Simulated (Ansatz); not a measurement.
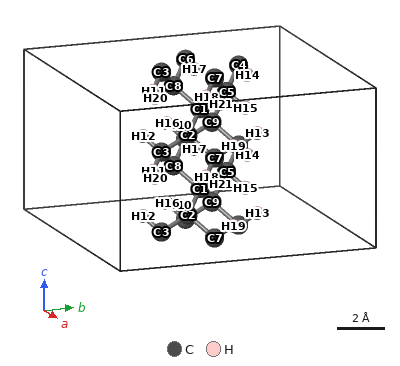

This is the input geometry for a relaxation of a wire of composition H4C3. A ball-and-stick model of the 2 repeat of the cell, with the vacuum cut short, seen slightly off an axis.

Case: wire along [0 0 1], 9 atoms a period, capped with H.

The calculation used DFT PBE, scalar-relativistic, plane waves, PAW in Ansatz.

The input:
```yaml
crystal:
  lattice:
    - [13.8, 0.0, 0.0]
    - [0.0, 14.1, 0.0]
    - [0.0, 0.0, 3.5714737265]
  atoms:
    - { symbol: C, position: [0.5, 0.5, 0.5] }
    - { symbol: C, position: [0.564700611, 0.4366759978, 0.25] }
    - { symbol: C, position: [0.5, 0.3733519955, 0.0] }
    - { symbol: C, position: [0.5, 0.6266480045, 0.0] }
    - { symbol: C, position: [0.564700611, 0.5633240022, 0.75] }
    - { symbol: C, position: [0.370598778, 0.5, 0.0] }
    - { symbol: C, position: [0.629401222, 0.5, 0.0] }
    - { symbol: C, position: [0.435299389, 0.4366759978, 0.75] }
    - { symbol: C, position: [0.435299389, 0.5633240022, 0.25] }
    - { symbol: H, position: [0.6103029149, 0.3920439557, 0.4262050743] }
    - { symbol: H, position: [0.5456023039, 0.3287199534, 0.8237949257] }
    - { symbol: H, position: [0.4543976961, 0.3287199534, 0.1762050743] }
    - { symbol: H, position: [0.5456023039, 0.6712800466, 0.1762050743] }
    - { symbol: H, position: [0.4543976961, 0.6712800466, 0.8237949257] }
    - { symbol: H, position: [0.6103029149, 0.6079560443, 0.5737949257] }
    - { symbol: H, position: [0.3249964742, 0.4553679579, 0.1762050743] }
    - { symbol: H, position: [0.3249964742, 0.5446320421, 0.8237949257] }
    - { symbol: H, position: [0.6750035258, 0.4553679579, 0.8237949257] }
    - { symbol: H, position: [0.6750035258, 0.5446320421, 0.1762050743] }
    - { symbol: H, position: [0.3896970851, 0.3920439557, 0.5737949257] }
    - { symbol: H, position: [0.3896970851, 0.6079560443, 0.4262050743] }
basis:
  ecutwfc: 420
kpoints:
  mp_grid: { grid: [1, 1, 9] }
hamiltonian:
  xc: pbe
scf:
  occupations: { method: gaussian, width: 0.05 }
output:
  forces: true
  stress: true
  eigenvalues: true
  populations: true
  write_density: true
  write_potential: true
  elf: true
  volumetric_format: npy
relax:
  adjacent_minimum: "off"
  f_tol: 0.02
  max_steps: 45
  cell: { fix: [a, b, alpha, beta, gamma], stress_tol: 0.03 }
```

Command:
```bash
ansatz run input.yaml --threads 4 --pin off --max-ram 11264MiB --backend cpu --events-out ev --progress --plain --runs-dir out
```

> What does the optimiser find from here?

The energy falls by 0.278 eV per cell of the calculation in 5 accepted moves (7 points after the start). Largest force component: 0.88 eV/Å at the start, 0.002 eV/Å at the end. At 2 points the geometry stayed and the basis and grid were re-selected for the new cell (energy shift of 29.8 meV per cell of the calculation at most each time). The largest moves, 0.096 Å, are those of H10, H15, H20 and H21. By element the largest moves are H 0.096 Å, C 0.032 Å. Along the periodic axis the drawn cell goes c 7.143 → 7.482 Å (+4.7 %). Near-neighbour distances that change, for instance: C1–C2 1.546 → 1.567 Å, C2–H10 1.090 → 1.098 Å, C2–C3 1.546 → 1.540 Å. Among the angles between lasting bonds that change: C2–C1–C9 109.5° → 104.6°, H11–C3–H12 109.5° → 105.7°, C2–C1–C5 109.5° → 111.9°. Cost: 33 s on 4 threads of Intel(R) Xeon(R) 6975P-C (Granite Rapids), on a shared host, peak memory 1.1 GiB.

Step by step:

| step | E − E(0), meV/atom | largest force component, eV/Å | note |
| --- | --- | --- | --- |
| 0 | 0.00 | 0.8824 |  |
| 1 | -10.44 | 0.5952 |  |
| 2 | -11.71 | 0.1189 |  |
| 3 | -11.78 | 0.0266 |  |
| 4 | -11.79 | 0.0022 |  |
| 5 | -13.21 | 0.0038 | same geometry, new basis |
| 6 | -13.18 | 0.0021 |  |
| 7 | -13.23 | 0.0020 | same geometry, new basis |

After the run, drawn alike:

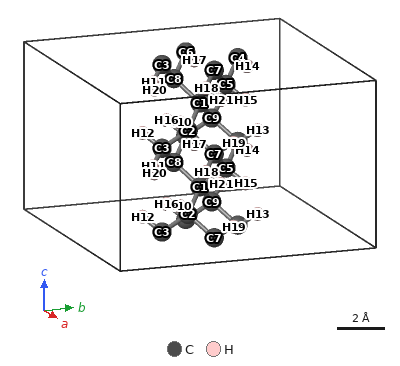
